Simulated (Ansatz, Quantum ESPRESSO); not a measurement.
# LiCl (Fm-3m): a worked LO-TO splitting

Aim: work out the LO frequency and the static dielectric constant of LiCl (Fm-3m) from one linear-response run, then check them.

Main program and level: Quantum ESPRESSO 7.5; DFT LDA, scalar-relativistic, plane waves, JTH PAW pseudopotentials.

The database entry behind the starting cell differs from later determinations by our own check (0.1 to 0.3 % short, probably kX units), so it need not match the best structure at ambient conditions.

**1. Set-up**

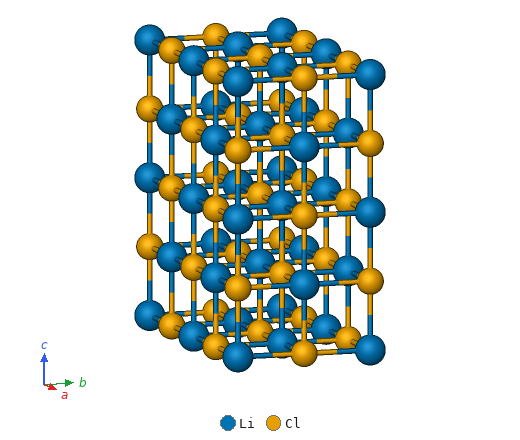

The starting structure, seen slightly off an axis (lithium blue, chlorine orange). 2×1×2 cells are drawn. This picture shows the conventional cell, with its axes. Some periodic images of atoms are drawn too.

This is the cell after its relaxation at this level of theory, not the database cell from which that began.

**2. What the response run gave**

A linear-response run on the relaxed cell, with the response to an electric field; only its zone-centre results are used. Cutoff 50 Ry, k mesh 8×8×8.

Output:

```text
[banners, grids, parts of the stress and lines that vanish by symmetry left out]
Program PHONON v.7.5
     Reading xml data from directory:

[...]
Exchange-correlation= PW
                           (   1   4   0   0   0   0   0)
[...]
(   8 q-points):
[...]
kinetic-energy cut-off    =      50.0000  Ry
     charge density cut-off    =     250.0000  Ry
     convergence threshold     =      1.0E-18
[...]
Exchange-correlation= PW
                           (   1   4   0   0   0   0   0)
[...]
q = (   0.0000000   0.0000000   0.0000000 )
     49 Sym.Ops. (with q -> -q+G )
     G cutoff =  558.9910  (  13803 G-vectors)     FFT grid: ( 36, 36, 36)
     G cutoff =  447.1928  (   9841 G-vectors)  smooth grid: ( 30, 30, 30)
     number of k points=    29
[...]
Mode symmetry, O_h (m-3m)  point group:
[...]
Dielectric constant
[...]
End of electric fields calculation
          Dielectric constant in cartesian axis
          (       3.184022662      -0.000000000      -0.000000000 )
          (      -0.000000000       3.184022662      -0.000000000 )
          (      -0.000000000       0.000000000       3.184022662 )
          Effective charges (d Force / dE) in cartesian axis without acoustic sum rule applied (asr)
           atom    1  Li    Mean Z*:        1.15316
      Ex  (        1.15316        0.00000        0.00000 )
      Ey  (        0.00000        1.15316        0.00000 )
      Ez  (        0.00000        0.00000        1.15316 )
           atom    2  Cl    Mean Z*:       -1.16805
      Ex  (       -1.16805       -0.00000       -0.00000 )
      Ey  (       -0.00000       -1.16805        0.00000 )
      Ez  (       -0.00000        0.00000       -1.16805 )
          Effective charges Sum: Mean:       -0.01488
[...]
Effective charges (d Force / dE) in cartesian axis with asr applied:
           atom    1  Li    Mean Z*:        1.16060
[...]
atom    2  Cl    Mean Z*:       -1.16060
[...]
Representation #   1 modes #   1   2   3
[...]
End of self-consistent calculation
     Convergence has been achieved
     Representation #   2 modes #   4   5   6
[...]
End of self-consistent calculation
     Convergence has been achieved
[...]
Dielectric constant in cartesian axis
          (       3.184022662      -0.000000000      -0.000000000 )
          (      -0.000000000       3.184022662      -0.000000000 )
          (      -0.000000000       0.000000000       3.184022662 )
          Effective charges (d Force / dE) in cartesian axis without acoustic sum rule applied (asr)
[...]
Mode symmetry, C_s (m)     point group:
[...]
q = (    0.750000000  -0.250000000   0.750000000 )
[...]
Mode symmetry, C_s (m)     point group:
     freq (   1-   1) =        130.1  [cm-1]   --> A''
     freq (   2-   2) =        159.5  [cm-1]   --> A'
     freq (   3-   3) =        188.0  [cm-1]   --> A'
     freq (   4-   4) =        237.0  [cm-1]   --> A''
     freq (   5-   5) =        250.0  [cm-1]   --> A'
     freq (   6-   6) =        325.4  [cm-1]   --> A'
[...]
Mode symmetry, C_2v (mm2)  point group:
[...]
q = (    0.500000000   0.000000000   0.500000000 )
[...]
Mode symmetry, C_2v (mm2)  point group:
     freq (   1-   1) =        127.3  [cm-1]   --> B_1  D_3  S_3
     freq (   2-   2) =        143.3  [cm-1]   --> B_2  D_4  S_4
     freq (   3-   3) =        191.1  [cm-1]   --> A_1  D_1  S_1
     freq (   4-   4) =        230.9  [cm-1]   --> B_1  D_3  S_3
     freq (   5-   5) =        249.0  [cm-1]   --> B_2  D_4  S_4
     freq (   6-   6) =        360.8  [cm-1]   --> A_1  D_1  S_1
[...]
Mode symmetry, D_4h(4/mmm) point group:
[...]
Convergence has been achieved
[...]
Convergence has been achieved
[...]
Convergence has been achieved
[...]
Convergence has been achieved
[...]
q = (    0.000000000  -1.000000000   0.000000000 )
[...]
freq (    5) =       7.282442 [THz] =     242.916101 [cm-1]
     freq (    6) =       7.994090 [THz] =     266.654139 [cm-1]
[...]
Mode symmetry, D_4h(4/mmm) point group:
     freq (   1-   2) =        127.5  [cm-1]   --> E_u  X_5' M_5'
     freq (   3-   3) =        191.7  [cm-1]   --> A_2u X_4' M_4'
     freq (   4-   5) =        242.9  [cm-1]   --> E_u  X_5' M_5'
     freq (   6-   6) =        266.7  [cm-1]   --> A_2u X_4' M_4'
[...]
Mode symmetry, D_2d (-42m) point group:
[...]
Representation #   1 mode #   1
[...]
Convergence has been achieved
     Representation #   2 mode #   2
[...]
Convergence has been achieved
     Representation #   3 modes #   3   4
[...]
End of self-consistent calculation
     Convergence has been achieved
     Representation #   4 modes #   5   6
[...]
End of self-consistent calculation
     Convergence has been achieved
[...]
q = (   -0.500000000  -1.000000000   0.000000000 )
[...]
freq (    1) =       4.890246 [THz] =     163.121036 [cm-1]
     freq (    2) =       5.051526 [THz] =     168.500776 [cm-1]
     freq (    3) =       5.051526 [THz] =     168.500776 [cm-1]
     freq (    4) =       7.695662 [THz] =     256.699640 [cm-1]
     freq (    5) =       7.695662 [THz] =     256.699640 [cm-1]
     freq (    6) =       8.281087 [THz] =     276.227318 [cm-1]
[...]
Mode symmetry, D_2d (-42m) point group:
     freq (   1-   1) =        163.1  [cm-1]   --> A_1  X_1  W_1
     freq (   2-   3) =        168.5  [cm-1]   --> E    X_5  W_3
     freq (   4-   5) =        256.7  [cm-1]   --> E    X_5  W_3
     freq (   6-   6) =        276.2  [cm-1]   --> B_2  X_3  W_2

   JOB DONE.
```

| quantity | value |
| --- | --- |
| cell volume Ω (Å³) | 30.724 |
| mass of Li (u) | 6.940 |
| mass of Cl (u) | 35.450 |
| Born charge of Li, raw (e) | 1.153 |
| Born charge of Cl, raw (e) | -1.168 |
| ε∞ | 3.184 |
| ω(TO) after the sum rule (cm⁻¹) | 229.3 |

**3. The calculation**

The charges must sum to zero over the cell; taking off their mean, -0.007 e, leaves Z* = 1.161 e on Li. In the polar mode Li moves against Cl, so the reduced mass is μ = 6.94 × 35.45 / 42.39 = 5.804 u.

A longitudinal wave builds up a field that adds to the restoring force: ω(LO)² = ω(TO)² + 4π Z*² / (μ Ω ε∞), in Hartree atomic units. With μ = 10580 electron masses and Ω = 207.34 bohr³ the second term is 2.4236e-06 Ha², or 116740 cm⁻² (1 Ha = 219474.6 cm⁻¹).

So ω(LO) = √(52583 + 116740) = 411.5 cm⁻¹, and by the Lyddane-Sachs-Teller relation ε₀ = ε∞ (ω(LO)/ω(TO))² = 10.25.

**4. Check against the program**

The analysis program adds the same non-analytic term to the full matrix, here for q along (1 0 0).

Output:

```text
[banner, memory and clock lines left out]
Program DYNMAT v.7.5

     Reading Dynamical Matrix from file x.dyn1
     ...Force constants read
     ...epsilon and Z* read

     Polarizability (A^3 units)
     multiply by 0.578701 for Clausius-Mossotti correction
         5.339831   -0.000000   -0.000000
        -0.000000    5.339831    0.000000
        -0.000000   -0.000000    5.339831

     IR activities are in (D/A)^2/amu units

# mode   [cm-1]    [THz]      IR
    1     -0.00   -0.0000    0.0000
    2     -0.00   -0.0000    0.0000
    3      0.00    0.0000    0.0000
    4    229.31    6.8746    5.3546
    5    229.31    6.8746    5.3546
    6    411.49   12.3362    5.3546
```

ε₀ comes from the program's run without a direction of q.

| quantity | by hand | program |
| --- | --- | --- |
| ω(LO) (cm⁻¹) | 411.5 | 411.5 |
| ε₀ | 10.25 | 10.25 |

**5. Results**

* TO mode: 229.3 cm⁻¹
* LO mode: 411.5 cm⁻¹
* static dielectric constant: 10.25

**Reading.** The LO mode of LiCl (Fm-3m) lies at 411 cm⁻¹, 182 cm⁻¹ above the TO mode; the formula meets the program within 0.1 cm⁻¹, as it must for a cubic crystal with one polar mode. ω(LO)² − ω(TO)² goes with Z*²/ε∞: an error of 5 % in ε∞ would move the LO mode by 6.8 cm⁻¹, and semilocal functionals tend to overestimate ε∞. These are harmonic values at zero temperature, at the volume of this functional, for the structure held cubic; stability elsewhere in the zone is no part of this calculation.

[Host names and launcher messages were left out of these logs when they were recorded.]

[Logs are printed without paths, hosts, clocks, repeated set-up lines and the standing remarks that a program may print on its own settings, such as how far it seeks lower states.]

[Hosts, paths, dates, database ids (printed as entryN), source tags and the programs' standing remarks are cut or masked in the printed files.]
